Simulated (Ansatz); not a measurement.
# Formation energy and levels of the substitutional impurity Ag_Si in SiC (F-43m)

Aim: at which Fermi levels does Ag_Si in SiC (F-43m) change its charge? The model is a cell of 54 host atoms with 1 Si taken out and 1 Ag put in.

Main program and level: Ansatz 0.2.0; place-levels on r2SCAN runs: charge-transition levels and formation energies with image-charge correction and potential alignment at the atomic sites; PAW set soft_1.

The experiments to compare with:

For SiC, cubic 3C zincblende (literature value), “Insight into the structural, elastic and electronic properties of a new orthorhombic 6O-SiC polytype” (2020, pmc:7200658) quotes earlier work: band gap (indirect gap) 2.4 eV [literature value; measurement temperature and method not stated].

### 1. The structure

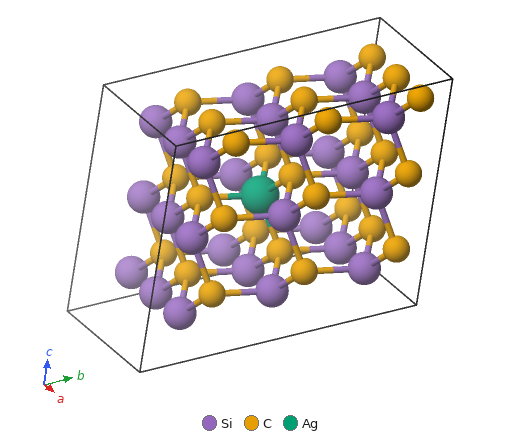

The cell as given, slightly off an axis (silicon purple, carbon orange, silver teal).

The cell holds 54 atoms: 26 Si, 27 C and 1 Ag. Its edges and angles: a = 9.242 Å, b = 9.242 Å, c = 9.242 Å, α = 60.0°, β = 60.0°, γ = 60.0°. It derives from SiC (space group F-43m). Nearest the centre at fractional (0.333, 0.667, 0.667): Ag35 at 0.00 Å, C30 at 1.89 Å, C34 at 1.89 Å, C36 at 1.89 Å, C18 at 1.89 Å, Si25 at 3.08 Å, Si23 at 3.08 Å, Si13 at 3.08 Å.

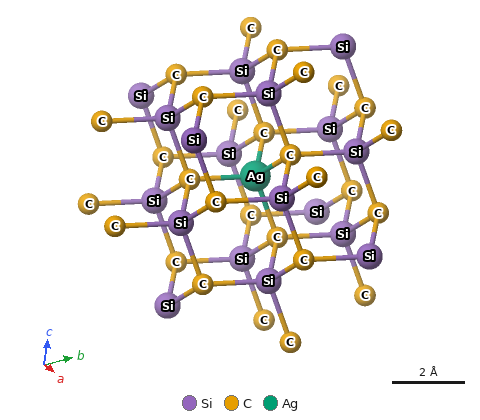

The atoms within 5 Å of the centre.

Screening for the image-charge correction: ε∞ = 7.06, ε0 = 10.43, computed on the host (DFPT, PBEsol, on the r2SCAN cell), and a cell off the functional's own equilibrium shifts the ionic part.

The cell's shortest repeat is 9.2 Å.

### 2. The runs of each charge state

A transition level is the Fermi level at which two charge states cost the same, so each charge needs its own total energy, at its own relaxed structure.

Each atom starts 0.05 Å or so off its site in a random direction: a symmetric start keeps its symmetry, and would miss off-centre moves and Jahn–Teller distortions. Forces are taken on a 2×2×2 shifted mesh. The cell holds 1 electron more than the neutral one, with a uniform background that keeps it neutral on the whole.

The sampling was tested on the host first: at the k-points planned (1x1x1 shifted 0.25 0.25 0.25) its energy lies 0.119 eV an atom from the dense-mesh value, so the final energies take a denser sampling.

One of the inputs; charge, spin and start change from state to state.

Input file qm1.relax/input.yaml:

```yaml
crystal:
  lattice:
    - [0.0, 6.53488873, 6.53488873]
    - [6.53488873, 0.0, 6.53488873]
    - [6.53488873, 6.53488873, 0.0]
  atoms:
    - { symbol: Si, position: [0.0, 0.0, 0.0] }
    - { symbol: C, position: [0.08333333, 0.08333333, 0.08333333] }
[... 2 atom lines left out ...]
    - { symbol: Si, position: [0.0, 0.0, 0.66666667] }
    - { symbol: C, position: [0.08333333, 0.08333333, 0.75] }
[... 6 atom lines left out ...]
    - { symbol: Si, position: [0.0, 0.66666667, 0.0] }
    - { symbol: C, position: [0.08333333, 0.75, 0.08333333] }
[... 2 atom lines left out ...]
    - { symbol: Si, position: [0.0, 0.66666667, 0.66666667] }
    - { symbol: C, position: [0.08333333, 0.75, 0.75] }
[... 2 atom lines left out ...]
    - { symbol: Si, position: [0.33333333, 0.0, 0.33333333] }
[... 1 atom line left out ...]
    - { symbol: Si, position: [0.33333333, 0.0, 0.66666667] }
[... 1 atom line left out ...]
    - { symbol: Si, position: [0.33333333, 0.33333333, 0.0] }
    - { symbol: C, position: [0.41666667, 0.41666667, 0.08333333] }
[... 2 atom lines left out ...]
    - { symbol: Si, position: [0.33333333, 0.33333333, 0.66666667] }
    - { symbol: C, position: [0.41666667, 0.41666667, 0.75] }
    - { symbol: Si, position: [0.33333333, 0.66666667, 0.0] }
[... 1 atom line left out ...]
    - { symbol: Si, position: [0.33333333, 0.66666667, 0.33333333] }
    - { symbol: C, position: [0.41666667, 0.75, 0.41666667] }
    - { symbol: Ag, position: [0.33333333, 0.66666667, 0.66666667] }
    - { symbol: C, position: [0.41666667, 0.75, 0.75] }
[... 10 atom lines left out ...]
    - { symbol: Si, position: [0.66666667, 0.33333333, 0.66666667] }
[... 3 atom lines left out ...]
    - { symbol: Si, position: [0.66666667, 0.66666667, 0.33333333] }
[... 1 atom line left out ...]
    - { symbol: Si, position: [0.66666667, 0.66666667, 0.66666667] }
    - { symbol: C, position: [0.75, 0.75, 0.75] }
  host:
    repeats: [3, 3, 3]
    atoms:
      - { symbol: Si, position: [0.0, 0.0, 0.0] }
      - { symbol: C, position: [0.25, 0.25, 0.25] }
total_charge: -1
basis:
  ecutwfc: 500
  xc_grid: 2
hamiltonian:
  xc: r2scan
  pseudopotentials: { kind: paw, azcp: { folder: soft_1 } }
kpoints:
  mp_grid: { grid: [2, 2, 2], shift: [0.5, 0.5, 0.5] }
scf:
  occupations: { method: fixed }
  max_iter: 60
output:
  forces: true
  charged_corrections:
    epsilon: 7.06
    static_epsilon: 10.43
    defect_position: [0.333333, 0.666667, 0.666667]
relax:
  f_tol: 0.02
  max_steps: 80
  random_displacement: { amplitude: 0.05, seed: 1652 }
checkpoint:
  write: "../qm1.relax.run"
  compress: false
  write_wavefunctions: true
  write_every: 100000
```

Run with:

```console
$ ansatz run input.yaml --threads 4 --pin off --max-ram 7536MiB --backend cpu --events-out ev --progress --plain --runs-dir out
```

The run of this state that the levels use, under r2SCAN:

Input file qm1.point/input.yaml:

```yaml
crystal:
  checkpoint: "../qm1.relax.run"
  host: checkpoint
total_charge: -1
basis:
  ecutwfc: 500
  xc_grid: 2
hamiltonian:
  xc: r2scan
  pseudopotentials: { kind: paw, azcp: { folder: soft_1 } }
kpoints:
  mp_grid: { grid: [2, 2, 2], shift: [0.5, 0.5, 0.5] }
scf:
  occupations: { method: fixed }
  max_iter: 60
output:
  forces: true
  eigenvalues: true
  charged_corrections:
    epsilon: 7.06
    static_epsilon: 10.43
    defect_position: [0.333333, 0.666667, 0.666667]
  eigenstates: { localisation: true }
  populations: true
  band_densities: [{ bands: [v1, v1] }, { bands: [c1, c1] }]
  write_density: true
  write_potential: true
  volumetric_format: npy
  elf: true
checkpoint:
  read: "../qm1.relax.run"
  write: "../qm1.point.run"
  compress: false
  write_wavefunctions: false
  write_every: 100000
```

Relaxations under r2SCAN at a 2×2×2 shifted mesh; times on 4 threads of Arm Neoverse V2, shared host:

```csv
charge,moment (μB),occupations,outcome,steps,largest displacement against the far atoms (Å),time
−1,0,fixed,converged,8,0.24,3.2 min
0,1,fixed,converged,8,0.24,6.6 min
+1,0,fixed,converged,5,0.24,2 min
−1,2,fixed,converged,5,0.24,4.5 min
+1,2,fixed,converged,6,0.24,5.2 min
```

Single points under r2SCAN at a 2×2×2 shifted mesh; times on 4 threads of Arm Neoverse V2, shared host:

```csv
charge,moment (μB),occupations,outcome,time
−1,0,fixed,converged,23 s
0,1,fixed,converged,51 s
+1,0,fixed,converged,22 s
−1,2,fixed,converged,50 s
+1,2,fixed,converged,45 s
```

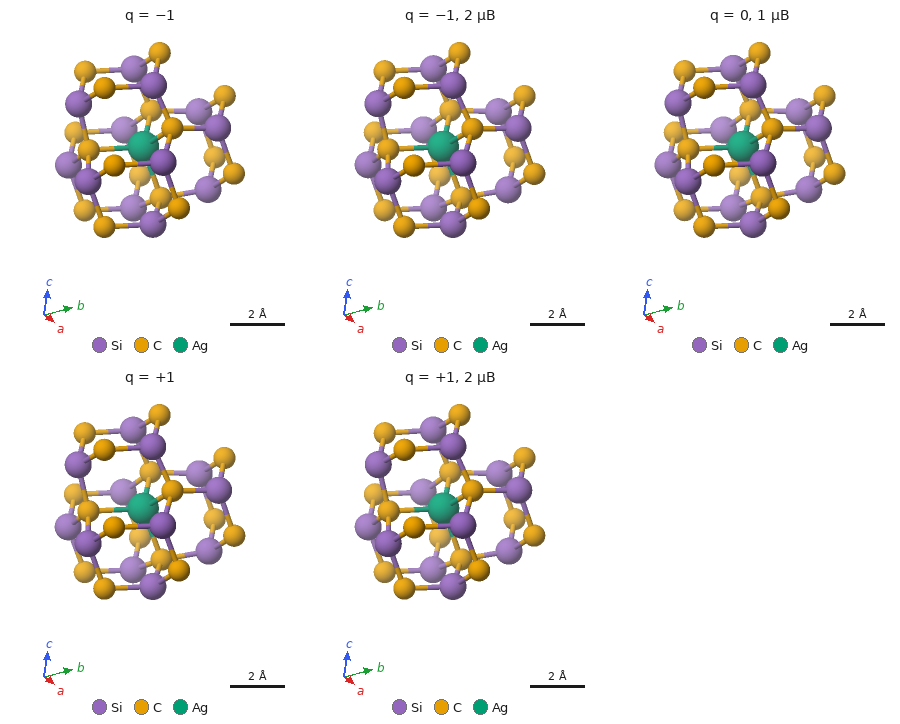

The structures near the centre after relaxation with r2SCAN, by charge.

Distances (Å) from Ag35 to the nearest atoms after relaxation with r2SCAN:

```csv
charge,moment (μB),1.,2.,3.,4.,5.,6.
−1,0,C 2.11,C 2.12,C 2.12,C 2.12,Si 3.07,Si 3.07
−1,2,C 2.12,C 2.12,C 2.12,C 2.13,Si 3.08,Si 3.08
0,1,C 2.12,C 2.12,C 2.12,C 2.13,Si 3.09,Si 3.09
+1,0,C 2.12,C 2.12,C 2.12,C 2.13,Si 3.09,Si 3.09
+1,2,C 2.12,C 2.12,C 2.12,C 2.12,Si 3.10,Si 3.10
```

### 3. Placing the levels, r2SCAN

A charged cell interacts with its images and the background, and its potential has another zero than the host's. place-levels removes the first by a point-charge model, screened by the static dielectric constant since the ions have relaxed around the charge, and the second by comparing potentials at atoms far from the defect.

The host is a run of the defect-free crystal in the same cutoffs, grids and k-points, so that basis and sampling errors cancel in part in the differences. The host is run in a cell of 2 atoms on a matching mesh. Its band edges are searched through the zone by a band path, so the gap is smaller than, or equal to, that on the mesh. Chemical potentials are energies per atom of Si (diamond) and Ag (fcc), run with the same functional and cutoff.

Input file levels.point.yaml:

```yaml
host:
  run: host.point.run
states: [qm1.point.run, q0_M1.point.run, qp1.point.run, qm1_M2.point.run, qp1_M2.point.run]
geometry_from:
  qm1.point.run: qm1.relax.run
  q0_M1.point.run: q0_M1.relax.run
  qp1.point.run: qp1.relax.run
  qm1_M2.point.run: qm1_M2.relax.run
  qp1_M2.point.run: qp1_M2.relax.run
  host.point.run: host.relax.run
chemical_potentials:
  Si:
    energy: -639.06578
    dataset: <sha256 of the dataset>
  Ag:
    energy: -7604.007073
    dataset: "<sha256 of the dataset>"
epsilon: 7.06
static_epsilon: 10.43
vertical:
  - { from: qm1.point.run, to: qm1.point_neutral.run }
  - { from: qp1.point.run, to: qp1.point_neutral.run }
  - { from: qm1_M2.point.run, to: qm1_M2.point_neutral.run }
  - { from: qp1_M2.point.run, to: qp1_M2.point_neutral.run }
```

Run with:

```console
$ ansatz place-levels levels.point.yaml -- --threads 4 --pin off --max-ram 7536MiB
```

Numbers of over 12 decimals in the logs are rounded to 6 here.

Output:

```text
[... repeated set-up lines and file paths are left out, and long positions are rounded to six places ...]
(+1/0) 0.583 eV above the valence edge, 1.127 eV under the conduction edge
(0/-1) 1.149 eV above the valence edge, 0.561 eV under the conduction edge
formation energy of charge +1: +6.255 eV with the Fermi level at the valence edge
formation energy of charge 0: +6.837 eV with the Fermi level at the valence edge
formation energy of charge -1: +7.986 eV with the Fermi level at the valence edge
vertical -1 to 0: no energy, since no alignment is typed
  the change from vertical[0].from (qm1.point.run) to vertical[0].to (qm1.point_neutral.run): by its potential at epsilon 7.06 it stands at 0.394 0.731 0.732, with an rms radius of about 1.9 Å (1.1 1.1 1.1 Å across the planes of the cell's vectors); [...]
vertical +1 to 0: no energy, since no alignment is typed
  the change from vertical[1].from (qp1.point.run) to vertical[1].to (qp1.point_neutral.run): by its potential at epsilon 7.06 it stands at 0.400 0.734 0.739, with an rms radius of about 2.1 Å (1.2 1.2 1.2 Å across the planes of the cell's vectors); [...]
vertical -1 to 0: no energy, since no alignment is typed
  the change from vertical[2].from (qm1_M2.point.run) to vertical[2].to (qm1_M2.point_neutral.run): by its potential at epsilon 7.06 it stands at 0.391 0.728 0.728, with an rms radius of about 2.2 Å (1.3 1.3 1.3 Å across the planes of the cell's vectors); [...]
vertical +1 to 0: no energy, since no alignment is typed
  the change from vertical[3].from (qp1_M2.point.run) to vertical[3].to (qp1_M2.point_neutral.run): by its potential at epsilon 7.06 it stands at 0.390 0.722 0.723, with an rms radius of about 2.1 Å (1.1 1.3 1.1 Å across the planes of the cell's vectors); [...]
  edges by r2scan, gap 1.710 eV; the host is sampled to repeats of 18.48 Å
  the defect's cells are sampled to repeats of 18.48 Å, like sampling
  charge +1: -31033.9817 eV with its correction of +0.422 eV, at epsilon 10.43, aligned at sites: +0.1802 eV, mean over 19 atomic sites at or beyond 4.62 Å from the defect at [0.3333, 0.6667, 0.6667], with +0.000000 for the charge's moments and without [...]
  charge 0: +0.000 eV for its dipole among its images, +0.000 omitted
  charge -1: -31013.4950 eV with its correction of -0.057 eV, at epsilon 10.43, aligned at sites: +0.2987 eV, mean over 19 atomic sites at or beyond 4.62 Å from the defect at [0.3333, 0.6667, 0.6667], with +0.000000 for the charge's moments and without [...]
  charge +1: states[4] (qp1_M2.point.run) stands 0.281 eV higher, with a moment of 2.00 μB against 0.00
  charge -1: states[0] (qm1.point.run) stands 0.235 eV higher, with a moment of 0.00 μB against 2.00
  of states[2] (qp1.point.run): its alignment with the host at atomic sites is doubtful: the mean over the far sites moves by -0.1455 eV from their farther parts to their nearer, more than 0.05 eV. [...]
  of states[1] (q0_M1.point.run): band_overlap_at_count; stability_check_not_made; of the run under geometry_from: band_overlap_at_count
  of states[3] (qm1_M2.point.run): its alignment with the host at atomic sites is doubtful: the mean over the far sites moves by +0.2019 eV from their farther parts to their nearer, more than 0.05 eV. [...]
  of states[4] (qp1_M2.point.run): it parts from the run at its places by a charge that spreads by about 1.3 Å along one vector (1.3 Å or more is wide), by its potential at epsilon 7.06, taken for that of held ions (one typed too small widens it), where the [...]
  of states[0] (qm1.point.run): its alignment with the host at atomic sites is doubtful: the mean over the far sites moves by +0.1896 eV from their farther parts to their nearer, more than 0.05 eV. [...]
  of vertical[0].from (qm1.point.run): band_overlap_at_count; of the run under geometry_from: band_overlap_at_count
  of vertical[0].to (qm1.point_neutral.run): band_overlap_at_count; stability_check_not_made
  of vertical[1].to (qp1.point_neutral.run): band_overlap_at_count; stability_check_not_made
  of vertical[2].from (qm1_M2.point.run): stability_check_not_made
  of vertical[2].to (qm1_M2.point_neutral.run): it set out from the moments of a save, which an earlier run chose (saved_moments_taken); band_overlap_at_count; seeded_moment_not_kept; stability_check_not_made
  of vertical[3].from (qp1_M2.point.run): its moments are held at its close (magnetization.spin_locking), by a field of 0.032 eV a Bohr magneton, and its energy and levels are of the state that this holds: a run that lets them go can end lower; [...]
  of vertical[3].to (qp1_M2.point_neutral.run): it set out from the moments of a save, which an earlier run chose (saved_moments_taken); band_overlap_at_count; stability_check_not_made
```

The job ended after 0.45 s (4 threads of Arm Neoverse V2, shared host).

Levels between the charges placed, in eV above the valence top:

```csv
,gap (eV),(+1/0),(0/−1)
r2SCAN,1.71,0.58,1.15
```

Corrections by state:

```csv
charge,moment (μB),image terms and alignment (eV),band filling (eV),ε used,"over the lowest of its charge, as the program ranks them, band filling apart (eV)"
+1,0.0,0.422,-,10.43,0.000
0,1.0,0.000,-,-,0.000
−1,2.0,-0.057,-,10.43,0.000
+1,2.0,0.442,-,10.43,0.281
−1,0.0,-0.052,-,10.43,0.235
```

The charged structures listed were also run neutral, and place-levels reads from each pair, by the potential or the spins, how wide the charge is by which they differ; that can be the carrier of either run.

```csv
charge,rms radius (Å),spread where it is widest against the cell (Å),wide from (Å),reading
+1,2.1,1.21,1.31,narrow
−1,2.2,1.29,1.31,narrow
```

The neutral runs of these pairs need not share the spin of the lowest neutral state, and very wide values only mean spread over the cell.

From the program's caveats on the states, each cut to its opening words:

- charge +1: its alignment with the host at atomic sites is doubtful: the mean over the far sites moves by -0.1455 eV from their farther parts to their nearer, more than [...]
- charge 0 (1 μB), +1 (2 μB), −1: filled levels lie above empty ones at the fixed electron count
- charge 0 (1 μB), −1 (2 μB), +1 (2 μB): flagged: stability check not made
- charge −1 (2 μB): its alignment with the host at atomic sites is doubtful: the mean over the far sites moves by +0.2019 eV from their farther parts to their nearer, more than [...]
- charge +1 (2 μB): it parts from the run at its places by a charge that spreads by about 1.3 Å along one vector (1.3 Å or more is wide), by its potential at epsilon 7.06, taken [...]
- charge +1 (2 μB): its alignment with the host at atomic sites is doubtful: the mean over the far sites moves by -0.0979 eV from their farther parts to their nearer, more than [...]
- charge +1 (2 μB): its moments are held at its close (magnetization.spin_locking), by a field of 0.032 eV a Bohr magneton, and its energy and levels are of the state that this [...]
- charge −1: its alignment with the host at atomic sites is doubtful: the mean over the far sites moves by +0.1896 eV from their farther parts to their nearer, more than [...]

Chemical potentials of the elements' reference phases, run alike. Formation energy by charge state (elemental references; gap 1.71 eV):

```csv
charge,at valence top (eV),at conduction bottom (eV),correction included (eV)
+1,6.25,7.96,0.42
0,6.84,6.84,0.00
−1,7.99,6.28,-0.06
```

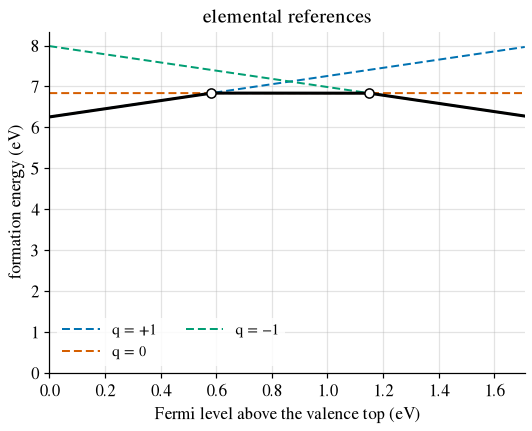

Formation energy against Fermi level; the thick line follows the lowest charge state and circles mark the transition levels.

### 4. Results

- gap of the host: 1.71 eV (r2SCAN)
- level (plus 1/0): 0.58 eV above the valence top
- level (0/minus 1): 1.15 eV above the valence top
- lowest of the charges placed, just above the valence top (0.02 eV): +1
- lowest of the charges placed, just below the conduction bottom (0.02 eV): −1
- lowest formation energy at mid-gap of the charges run, elemental references: 6.84 eV

In words: Of the charges placed (−1, 0 and +1), the lowest changes at 0.58 eV (+1/0) and 1.15 eV (0/−1) above the valence top, in a gap of 1.71 eV. Charges above +1 and below −1 were not placed, so these runs say nothing of levels that involve them. States placed: +1 at 0 μB and 2 μB; 0 at 1 μB; −1 at 2 μB and 0 μB. Other spin states or structures, where not listed, weren't placed. Ag is taken at its element; compounds, which aren't counted here, bound the chemical potentials and would shift these formation energies. The program doubts the alignment of potentials for at least one state, a sign that the cell is small. Limits: r2SCAN makes the gap too small and tends to spread out bound carriers; spin–orbit coupling, which can matter with heavy atoms, is left out.

Computed beside measured:

| quantity | measured | r2SCAN |
| --- | --- | --- |
| band gap (least gap of the host) (eV) | 2.4 | 1.71 (-0.69 eV) |

Measured values from pmc:7200658 (2020).

Verdict: The band gap is off by -0.69 eV: a clear miss. Local and semilocal functionals usually give gaps below the measured ones. Zero-point and thermal motion shift the measured gap.

[Logs are printed without paths, hosts, clocks, repeated set-up lines and the standing remarks that a program may print on its own settings, such as how far it seeks lower states.]

[Hosts, paths, dates, database ids (printed as entryN), source tags and the programs' standing remarks are cut or masked in the printed files.]

[Where a table of states has a column of steps, it counts the stored structures, which are thinned; the runs took as many ionic steps or more.]

[A defect's name tells the site on which it was built; relaxed atoms can leave that site.]

[For some hosts the program warned that the k-mesh of the response run may be too coarse for force constants and the static dielectric constant; such warnings are not shown here.]
